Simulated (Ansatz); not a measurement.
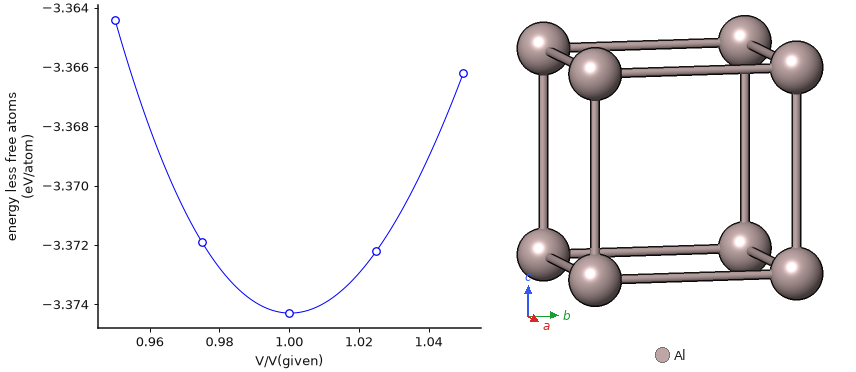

The plot gives the computed energy less free atoms against V/V(given) for Al, space group Pm-3m (No. 221). The conventional cell is drawn beside the plot.

Structure:
```xyz
1
Lattice="2.7208 0.0000 0.0000 0.0000 2.7208 0.0000 0.0000 0.0000 2.7208" Properties=species:S:1:pos:R:3 pbc="T T T"
Al    0.0000    0.0000    0.0000
```

Computed with Ansatz 0.2.0: periodic Kohn-Sham DFT of a crystal at fixed atoms, scaled to the stated factor times the given cell; pressure positive in compression, energy less spherical unpolarised free atoms. Level: PBE.

- method: all-electron LAPW
- relativity: scalar
- k mesh: 15×15×15
- occupations: Fermi–Dirac
- smearing width: 0.05 eV
- basis error target: 0.5 (meV/atom)
- nucleus: Gaussian

V(given) is 20.14 Å³/atom.

From this curve and the settings, what does the calculation give for the pressure at the same points?

The pressure falls from 3.306 GPa at V/V(given) 0.950 to −2.499 GPa at 1.050, and changes sign near 1.000.

```
V/V(given)  pressure (GPa)
     0.950           3.306
     0.975           1.556
     1.000           0.022
     1.025          -1.322
     1.050          -2.499
```
